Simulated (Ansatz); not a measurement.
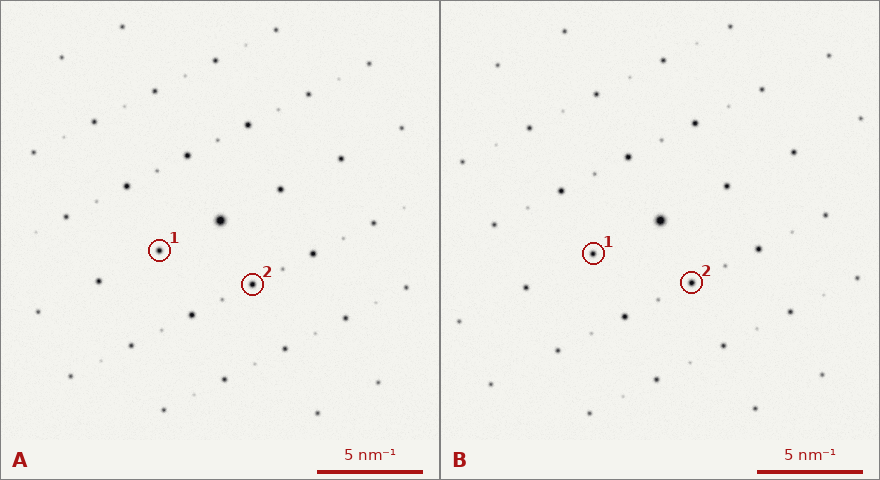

Kinematic electron diffraction patterns (120 kV, B = 0.5 Å², same scale) along [110] of the run's own cell, for the start and the end of one relaxation of HfB with Ansatz 0.2.0, DFT PBE, scalar-relativistic, plane waves, PAW. k mesh 12×12×6. The start is a generated model structure, and the relaxation ends in the nearest stationary point of its symmetry, not necessarily the ground state. Spot 1 is 0 0 -2 and spot 2 is -1 1 0 in both.

Start structure:

```yaml
crystal:
  lattice:
    - [3.42231, 0.00000, 0.00000]
    - [-1.71115, 2.96380, 0.00000]
    - [0.00000, 0.00000, 5.56767]
  atoms:
    - { symbol: Hf, position: [0.00000, 0.00000, 0.00000] }
    - { symbol: B, position: [0.33333, 0.66667, 0.25000] }
    - { symbol: Hf, position: [0.00000, 0.00000, 0.50000] }
    - { symbol: B, position: [0.66667, 0.33333, 0.75000] }
```

### Which pattern belongs to the start structure, and which to the relaxed one?

B is the start: its cell gives d(1) = 2.784 Å, d(2) = 2.964 Å and an angle of 90.0°. A is the relaxed structure, with d(1) = 3.075 Å (+10.5 %), d(2) = 2.894 Å (-2.4 %) and 90.0°.

### What did the relaxation do to the structure and the energy?

The volume changed by +5.3 % to 14.86 Å³ an atom; the fractional coordinates hardly changed; the space group stayed P6_3/mmc (No. 194); the free energy fell by 130 meV an atom. Relaxed cell: a = 3.341 Å, b = 3.341 Å, c = 6.150 Å, α = 90.00°, β = 90.00°, γ = 120.00°.
